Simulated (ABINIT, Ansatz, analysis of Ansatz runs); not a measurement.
# AlN (P6_3mc): the host for defect calculations

Aim: the runs on the perfect crystal AlN (P6_3mc) that a defect calculation needs first.

Program: Ansatz 0.2.0. Level of theory: plane-wave PAW DFT, LDA; relaxation of the host's cell and atoms, in the first sound run; inputs show where later runs differ. Results are calculated unless marked as measured.

## Step 1: Starting point

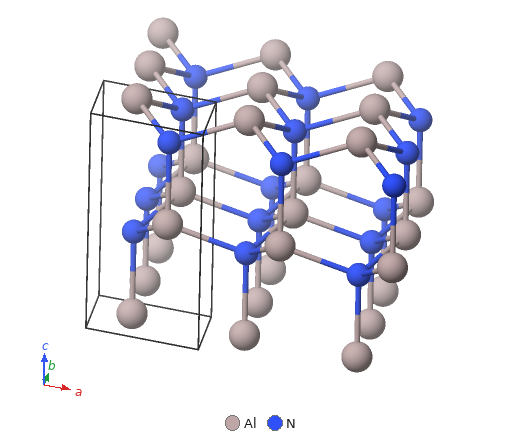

The starting structure, seen slightly off an axis (aluminium light grey, nitrogen blue). 3×3×1 cells are drawn. Some periodic images of atoms are drawn too.

## Step 2: Host cell relaxation

Lattice and positions are set free, within the symmetry that the program keeps.

cell/input.yaml reads:

```yaml
crystal:
  lattice:
    - [3.1285881, 0.0, 0.0]
    - [-1.5642941, 2.7094368, 0.0]
    - [0.0, 0.0, 5.016955]
  atoms:
    - { symbol: Al, position: [0.66666667, 0.33333333, 0.499287] }
    - { symbol: Al, position: [0.33333333, 0.66666667, 0.999287] }
    - { symbol: "N", position: [0.66666667, 0.33333333, 0.880713] }
    - { symbol: "N", position: [0.33333333, 0.66666667, 0.380713] }
basis:
  ecutwfc: 420
  xc_grid: 2
hamiltonian:
  xc: lda
kpoints:
  mp_grid: { grid: [10, 10, 6] }
scf:
  occupations: { method: fixed }
  max_iter: 100
relax:
  f_tol: 0.005
  max_steps: 60
  cell: {}
output:
  forces: true
  stress: true
checkpoint:
  write: "../cell.run"
  compress: false
  write_wavefunctions: false
  write_every: 100000
```

The run is started by

```console
> ansatz run input.yaml --threads 4 --pin off --max-ram 15073MiB --backend cpu --events-out ev --progress --plain --runs-dir out
```

Numbers of over 12 decimals in the logs are rounded to 6 here.

The program printed:

```text
[... repeated set-up lines and file paths are left out, and long positions are rounded to six places ...]
Engine: ansatz 0.2.0, aarch64-unknown-linux-gnu
Pseudopotentials: kind: paw
Pseudopotential: Al, paw, valence charge 3, recommended cutoff 420 eV (normal), Al.paw.azcp
Pseudopotential: N, paw, valence charge 5, recommended cutoff 420 eV (normal), N.paw.azcp
Functional definition: SPW92
  exchange = slater_x
  correlation = pw_c
Crystal: 4 atoms, lattice volume = 42.527 Å³
Basis set: ecut = 420 eV, 833 PW (Γ), exchange–correlation on 48×48×72 points (8 copies of the dense FFT grid, shifted against one another)
Bands: 12, of which v1, the nominal top of the filled ones, is band 8 counted from 1 (7 counted from 0)
Symmetry: 12 space group operations
Space group: P63mc (ITA 186), of the structure as read, at distance tolerance 3.5e-5 Å
k-points: 56 of 600 (time reversal used)
Non-local potential: Al, projectors of the file, l = 0: 2, l = 1: 2, l = 2: 1
Non-local potential: N, projectors of the file, l = 0: 2, l = 1: 2, l = 2: 1
PAW form: soft (Blöchl's): semilocal exchange-correlation on the pseudo side does not see the compensation charge
PAW frozen core: Al, regenerated for the run's functional, and the local potential with it (the file was generated under x = pbe(κ = 0.804, μ = 0.219515), c = pbe(β = 0.066725))
PAW frozen core: N, regenerated for the run's functional, and the local potential with it (the file was generated under x = pbe(κ = 0.804, μ = 0.219515), c = pbe(β = 0.066725))
PAW one-centre angular grid: Al, 110 points (default); XC on 64 Gauss nodes
PAW one-centre angular grid: N, 110 points (default); XC on 64 Gauss nodes
Initial density: superposition of atomic densities (neutral atoms: chi_scale 0, normalization atom), corrected by the library's trained network
Initial wavefunctions: pseudopotential atomic-orbital guess
Functional: x = slater, c = lda
SCF iter   1: F=—  HF=-1779.684448 eV  |F-HF|=—  |Δ(HF+E_count)|=         —  Δρ=9.24e-3  dr2=4.22e-2  ethr=1.77e-3  ⟨swp⟩=5.0  Hψ=3745  notcnv=0  defer=101
preconditioner: auto → none  [insulator: Δε(μ)=3.995 eV  Ē_g=12.763 eV  n_scr=2 (ndim 8)  ℏωp=22.8 eV  f_vac=0.000  ε∞_Penn≈4.2]
SCF iter   2: F=—  HF=-1779.673821 eV  |F-HF|=—  |Δ(HF+E_count)|=   1.06e-2  Δρ=5.14e-3  dr2=6.60e-3  ethr=2.64e-4  ⟨swp⟩=2.6  Hψ=1599  notcnv=0  defer=112
SCF iter   3: F=—  HF=-1779.671710 eV  |F-HF|=—  |Δ(HF+E_count)|=   2.11e-3  Δρ=1.47e-3  dr2=3.93e-4  ethr=4.12e-5  ⟨swp⟩=2.1  Hψ=1126  notcnv=0  defer=112
SCF iter   4: F=—  HF=-1779.671524 eV  |F-HF|=—  |Δ(HF+E_count)|=   1.86e-4  Δρ=1.12e-4  dr2=2.16e-6  ethr=2.46e-6  ⟨swp⟩=2.6  Hψ=1165  notcnv=0  defer=112
SCF iter   5: F=—  HF=-1779.671524 eV  |F-HF|=—  |Δ(HF+E_count)|=   1.44e-7  Δρ=6.89e-6  dr2=7.87e-9  ethr=1.35e-8  ⟨swp⟩=2.1  Hψ=1120  notcnv=0  defer=1
SCF iter   6: F=-1779.671524 eV  HF=-1779.671524 eV  |F-HF|=6.50e-11  |Δ(HF+E_count)|=   1.72e-9  Δρ=7.38e-7  dr2=1.32e-10  ethr=4.92e-11  ⟨swp⟩=1.5  Hψ=2018  notcnv=0
SCF 1 converged in 6 iterations: F = -1779.671524 eV  dr2 = 1.32e-10
  greatest PAW one-centre occupation: 0.779 electrons in one spin orbital (limit 2), on the N atom at site 3 (counted from 0), in its partial waves of l = 0
relax step   1: F+E_penalty+E_count = -1779.67152418 eV  Δ(F+E_penalty+E_count) = +0.000e0 eV  max|allowed force component| = 3.384e-3 eV/Å  Δτ_max = 0.0000 Å  P = -7.862 GPa  Ω = 42.527 Å³  (6 SCF iters, dr2 threshold 1.00e-7 eV, accepted)
[... the SCF cycles and remarks between the steps are left out from here to the last step ...]
relax step   2: F+E_penalty+E_count = -1779.70692570 eV  Δ(F+E_penalty+E_count) = -3.540e-2 eV  max|allowed force component| = 2.282e-3 eV/Å  Δτ_max = 0.0005 Å  P = -3.897 GPa  Ω = 41.663 Å³  energy of the carried Pulay correction = +3.535e-3 eV  (5 SCF iters, dr2 threshold 4.00e-7 eV, accepted)
relax step   3: F+E_penalty+E_count = -1779.71985062 eV  Δ(F+E_penalty+E_count) = -1.292e-2 eV  max|allowed force component| = 4.783e-3 eV/Å  Δτ_max = 0.0006 Å  P = +0.217 GPa  Ω = 40.847 Å³  energy of the carried Pulay correction = +6.938e-3 eV  (5 SCF iters, dr2 threshold 4.00e-7 eV, accepted)
relax step   4: F+E_penalty+E_count = -1779.71975711 eV  Δ(F+E_penalty+E_count) = +9.350e-5 eV  max|allowed force component| = 1.644e-2 eV/Å  Δτ_max = 0.0010 Å  P = +0.089 GPa  Ω = 40.870 Å³  energy of the carried Pulay correction = +6.843e-3 eV  (4 SCF iters, dr2 threshold 1.29e-7 eV, accepted)
relax step   5: F+E_penalty+E_count = -1779.71971622 eV  Δ(F+E_penalty+E_count) = +4.090e-5 eV  max|allowed force component| = 2.853e-4 eV/Å  Δτ_max = 0.0008 Å  P = +0.010 GPa  Ω = 40.886 Å³  energy of the carried Pulay correction = +6.774e-3 eV  (4 SCF iters, dr2 threshold 3.84e-8 eV, accepted)
relax step   6: F+E_penalty+E_count = -1779.71419101 eV  Δ(F+E_penalty+E_count) = +5.525e-3 eV  max|allowed force component| = 2.322e-4 eV/Å  Δτ_max = 0.0000 Å  P = -0.227 GPa  Ω = 40.886 Å³  stress off target by 2.37e-1 GPa  SCF on the basis re-selected at this cell (its energy is not comparable with the rows above)  (5 SCF iters)
relax step   7: F+E_penalty+E_count = -1779.71440090 eV  Δ(F+E_penalty+E_count) = -2.099e-4 eV  max|allowed force component| = 3.777e-4 eV/Å  Δτ_max = 0.0001 Å  P = -0.002 GPa  Ω = 40.843 Å³  energy of the carried Pulay correction = +1.791e-4 eV  (4 SCF iters, dr2 threshold 1.40e-7 eV, accepted)
iter 1 solved again at ethr=3.25e-9 eV; its pass at ethr=3.10e-3 eV (dr2=5.20e-7 eV) is discarded
SCF iter   1: F=—  HF=-1779.714266 eV  |F-HF|=—  |Δ(HF+E_count)|=         —  Δρ=6.32e-6  dr2=3.57e-9  ethr=3.25e-9  ⟨swp⟩=3.1  Hψ=5803  notcnv=0  defer=112
SCF iter   2: F=—  HF=-1779.714266 eV  |F-HF|=—  |Δ(HF+E_count)|=  2.24e-10  Δρ=2.77e-6  dr2=9.21e-10  ethr=2.23e-11  ⟨swp⟩=2.0  Hψ=1050  notcnv=0  defer=112
SCF iter   3: F=—  HF=-1779.714266 eV  |F-HF|=—  |Δ(HF+E_count)|=  3.43e-11  Δρ=1.31e-6  dr2=1.44e-10  ethr=5.75e-12  ⟨swp⟩=2.6  Hψ=1123  notcnv=0  defer=112
SCF iter   4: F=-1779.714266 eV  HF=-1779.714266 eV  |F-HF|=0.00e0  |Δ(HF+E_count)|=  1.68e-11  Δρ=7.62e-8  dr2=5.60e-13  ethr=1.00e-12  ⟨swp⟩=4.0  Hψ=2230  notcnv=0
SCF 8 converged in 4 iterations: F = -1779.714266 eV  dr2 = 5.60e-13
relax step   8: F+E_penalty+E_count = -1779.71426619 eV  Δ(F+E_penalty+E_count) = +1.347e-4 eV  max|allowed force component| = 3.499e-4 eV/Å  Δτ_max = 0.0000 Å  P = -0.006 GPa  Ω = 40.843 Å³  stress off target by 1.41e-2 GPa  SCF on the basis re-selected at this cell (its energy is not comparable with the rows above)  (4 SCF iters)
basis re-selected at this cell: Δ(F+E_penalty+E_count) = +1.347e-4 eV, ΔP = -0.004 GPa vs the last step (what re-selecting the basis moved, of the pressure what is left beyond the Pulay correction that the steps carried, after the strain that the cell walked [...]
SCF converged after 4 iterations
Free energy (F): -1779.714266 eV
Harris-Foulkes:  -1779.714266 eV  (|F-HF|=0.00e0)
Internal energy: -1779.714266 eV  (E = F + TS)
E sigma→0 (E₀):  -1779.714266 eV
Fermi energy:    7.102206 eV
--- Per-component energies (eV) ---
  E_band       = 29.471575
  E_kinetic    = 319.537224
  E_local      = -445.262559  (includes V_loc(G=0)·N_el)
  E_nonlocal   = 115.277781
  E_hartree    = 152.626346
  E_xc         = -201.677463
  E_vxc        = -215.783124  (∫ρ·V_xc dr)
  E_paw        = -1124.219224  (= ΣΔE_a)
  E_vpaw       = -49.550624  (= ΣTr[D̂ρ^β])
  E_aug_tail   = 0.000182  (compensation charges beyond the density's cutoff)
  E_ewald      = -596.268074
  E_core_change = 0.271521  (= ΣΔE_core)
  E_smearing   = -0.000000  (= −TS)
  E_closure    = -0.000000  (closes the sum)
  Σ components = -1779.714266   (vs F -1779.714266, Δ=0.00e0)
--- Forces (eV/Å), atoms counted from 1 ---
  atom   1  Al    -0.00000000     0.00000000    -0.00034989
  atom   2  Al     0.00000000    -0.00000000    -0.00034989
  atom   3  N     -0.00000000    -0.00000000     0.00034991
  atom   4  N      0.00000000     0.00000000     0.00034991
  max |Σ_I F_I| component: 3.56e-8 eV/Å
--- Stress (GPa, compression-positive) ---
       -0.014118       0.000000      -0.000000
        0.000000      -0.014118       0.000000
       -0.000000       0.000000       0.009749
  P = ⅓ Tr σ = -0.0062 GPa (-0.062 kbar)
--- Relaxed structure (6 steps of the walk, 6 accepted, 2 SCFs on fresh bases) ---
  F+E_penalty+E_count = -1779.71426619 eV   max|allowed force component| = 3.499e-4 eV/Å   (the final SCF, on the basis selected at the relaxed cell)
  cell:  # Å, volume = 40.8431 Å³
    - [3.088849, 2.850084288695497e-8, 0]
    - [-1.544425, 2.675022, 0]
    - [0, 0, 4.943044]
  atoms:
    - { symbol: Al, position: [0.666667, 0.333333, 0.499004] }
    - { symbol: Al, position: [0.333333, 0.666667, 0.999004] }
    - { symbol: N, position: [0.666667, 0.333333, 0.880996] }
    - { symbol: N, position: [0.333333, 0.666667, 0.380996] }
```

The job ended after 5.5 s (4 threads of Arm Neoverse V1, shared host; peak memory 0.34 GiB).

Relaxation path:

```tsv
step	energy less that of the first step (eV)	largest force component (eV/Å)	pressure (GPa)	volume (Å³)
1	0.0000	0.0034	-7.86	42.53
2	-0.0354	0.0023	-3.90	41.66
3	-0.0483	0.0048	0.22	40.85
4	-0.0482	0.0164	0.09	40.87
5	-0.0482	0.0003	0.01	40.89
6	-0.0427	0.0002	-0.23	40.89
7	-0.0429	0.0004	0.00	40.84
8*	-0.0427	0.0003	-0.01	40.84
```

Relaxation steps marked * repeat the geometry before them on a plane-wave basis chosen anew for their cell, so energy and pressure can jump there. The log counts 2 steps on a newly chosen plane-wave basis, not all of them marked here; energy and pressure can jump at such steps.

Forces are held to the 12 operations that the run works with; a distortion that breaks them can't arise in this run.

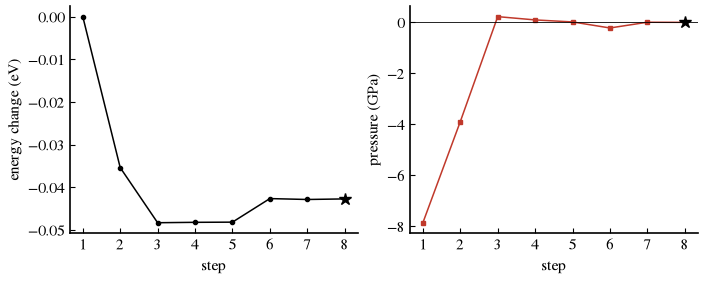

Energy and pressure along the relaxation. Stars mark steps on a basis chosen anew.

```tsv
conventional cell, symmetrised	before	after	change
a (Å)	3.129	3.089	-1.3 %
b (Å)	3.129	3.089	-1.3 %
c (Å)	5.017	4.943	-1.5 %
volume (Å³/atom)	10.63	10.21	-4.0 %
```

The relaxed structure:

```xyz
4
Lattice="3.0888 0.0000 0.0000 -1.5444 2.6750 0.0000 0.0000 0.0000 4.9430" Properties=species:S:1:pos:R:3 pbc="T T T"
Al    1.5444    0.8917    2.4666
Al    0.0000    1.7833    4.9381
N     1.5444    0.8917    4.3548
N     0.0000    1.7833    1.8833
```

This step gave:

* pressure: -0.006162 GPa

The relaxation ends with a largest force component of 3.5e-4 eV/Å and a pressure of -0.01 GPa.

(Continued in part 2 of 3.)

[Logs are printed without paths, hosts, clocks, repeated set-up lines and the standing remarks that a program may print on its own settings, such as how far it seeks lower states.]

[Hosts, paths, dates, database ids (printed as entryN), source tags and the programs' standing remarks are cut or masked in the printed files.]

[Runs of the host that timed out are not shown.]

[For some hosts the program warned that the k-mesh of the response run may be too coarse for force constants and the static dielectric constant; such warnings are not always shown.]
